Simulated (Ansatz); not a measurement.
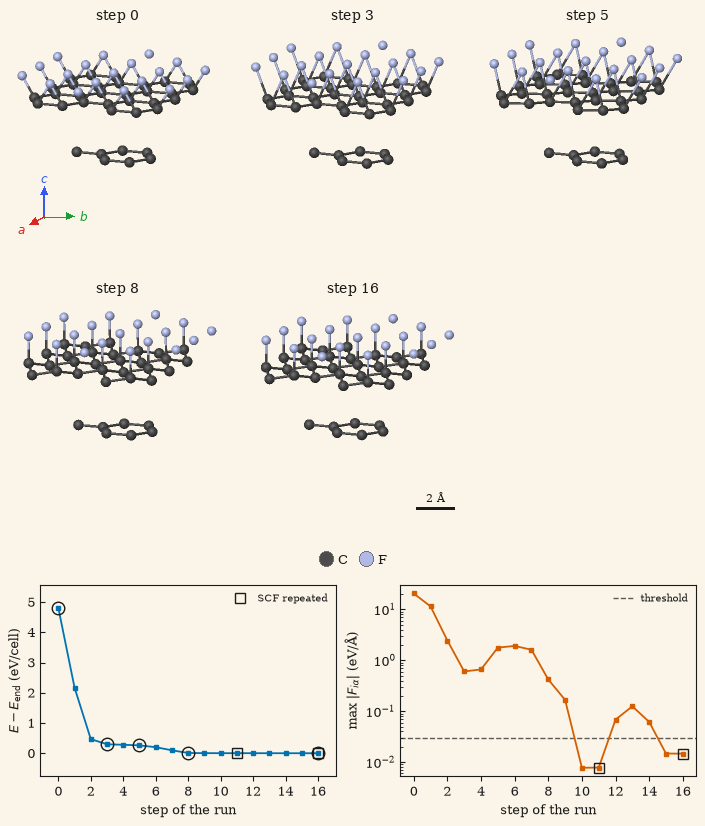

Frames of a constrained relaxation of a slab of composition C8F (cut from the P6_3/mmc phase), marked on the history of the run. A ball-and-stick model of the atoms within 5.0 Å of the atom that moves most (axes of the 2 × 3 repeat of the cell, outlined in the plane, without the vacuum), seen slightly off an axis.

Case: F put at a bridge C-C site. The slab is the (0 0 1) face of C with F on it. 4 atoms are held fixed.

Level of theory: Ansatz 0.2.0, DFT PBE+D3(BJ), scalar-relativistic, plane waves, PAW. (plane-wave cutoff 420 eV; k-point mesh 12 × 12 × 1; occupations gaussian; smearing width 0.1 eV; no spin polarisation; dipole correction; atoms relaxed in a fixed cell; force threshold 0.03 eV/Å; at most 70 steps)

Q: What happens along the run?

A: The F atom moves most: 0.72 Å at 46° to the normal (+c side). By element the largest moves are F 0.72 Å, C 0.25 Å. The cell stays as it was. Near-neighbour distances that change, for instance: C–F 1.344 → 2.292 Å, C–F 1.344 → 1.478 Å, C–C 1.423 → 1.458 Å. Bonds break, among them: C–F (1.34 → 2.29 Å). Among the angles between lasting bonds that change: C–C–F 58.0° → 102.6°, C–C–C 120.0° → 115.4°, C–C–F 105.4° → 102.6°. The energy falls by 4.803 eV per cell of the calculation in 14 accepted moves (16 points after the start). Largest force component: 20 eV/Å at the start, 0.015 eV/Å at the end. 2 steps only repeated the SCF at the same geometry. The forces were under the threshold at step 10, but the run went on from there. The run may lie on a higher electronic state than the lowest, so the end point isn't shown to be the ground-state structure. From step 0 to 3: the F atom moves most (0.47 Å), energy −4.507 eV per cell of the calculation. From step 3 to 5: the F atom moves most (0.28 Å), energy −36.7 meV per cell of the calculation. From step 5 to 8: a C atom moves most (0.32 Å), energy −0.252 eV per cell of the calculation. From step 8 to 16: C and F atoms move most (0.26 Å), energy −8.0 meV per cell of the calculation.

| step | E − E(0), meV/atom | largest force component, eV/Å | note |
| --- | --- | --- | --- |
| 0 | 0.00 | 20.4860 |  |
| 1 | -292.82 | 11.3943 |  |
| 2 | -481.79 | 2.4428 |  |
| 3 | -500.74 | 0.6037 |  |
| 4 | -502.64 | 0.6598 |  |
| 5 | -504.82 | 1.7703 |  |
| 6 | -511.45 | 1.9134 |  |
| 7 | -522.92 | 1.6083 |  |
| 8 | -532.79 | 0.4194 |  |
| 9 | -533.32 | 0.1670 |  |
| 10 | -533.47 | 0.0078 |  |
| 11 | -533.47 | 0.0078 | same geometry, SCF repeated |
| 12 | -533.54 | 0.0685 |  |
| 13 | -533.61 | 0.1247 |  |
| 14 | -533.66 | 0.0617 |  |
| 15 | -533.68 | 0.0148 |  |
| 16 | -533.68 | 0.0147 | same geometry, SCF repeated |

Limits of the set-up: the cell has an odd number of electrons but was run without spin polarisation; the periodic images lie only 2.5 Å apart, so the values are limited by the cell's size.
